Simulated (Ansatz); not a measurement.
System: ScAl.

```
Sc Al
1.0
     3.30770    0.00000    0.00000
     0.00000    3.30770    0.00000
     0.00000    0.00000    3.30770
Sc Al
1 1
Direct
  0.50000 0.50000 0.50000
  0.00000 0.00000 0.00000
```

Space group Pm-3m; a structure from a database of computed crystals, not necessarily the ambient phase.

Theory: DFT LDA, scalar-relativistic, plane waves, PAW in Ansatz.

**What will maps of the valence pseudo-density and electron localisation function show?**

Sc–Al (2.86 Å): ρ at the midpoint is about 0.17 e/Å³; the ELF peaks at about 0.60 in the valence shell of Al, 1.0 Å from its nucleus, and is about 0.25 at the midpoint; no localised pair shows between them.

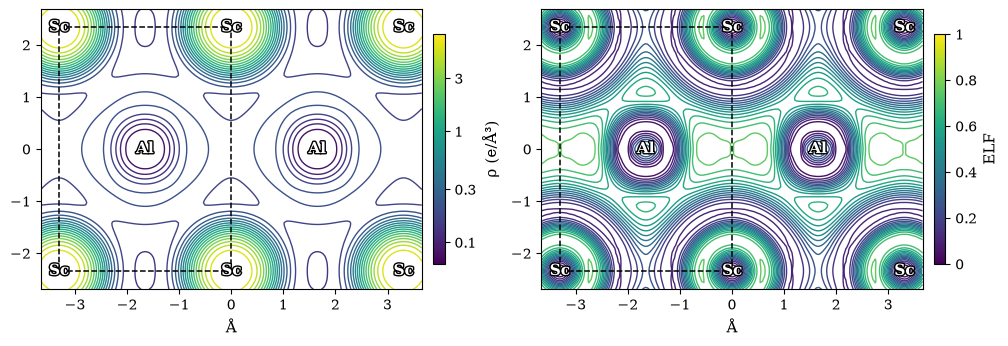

Computed valence pseudo-density and electron localisation function on the (101̄) plane of the conventional cell, in this order. 
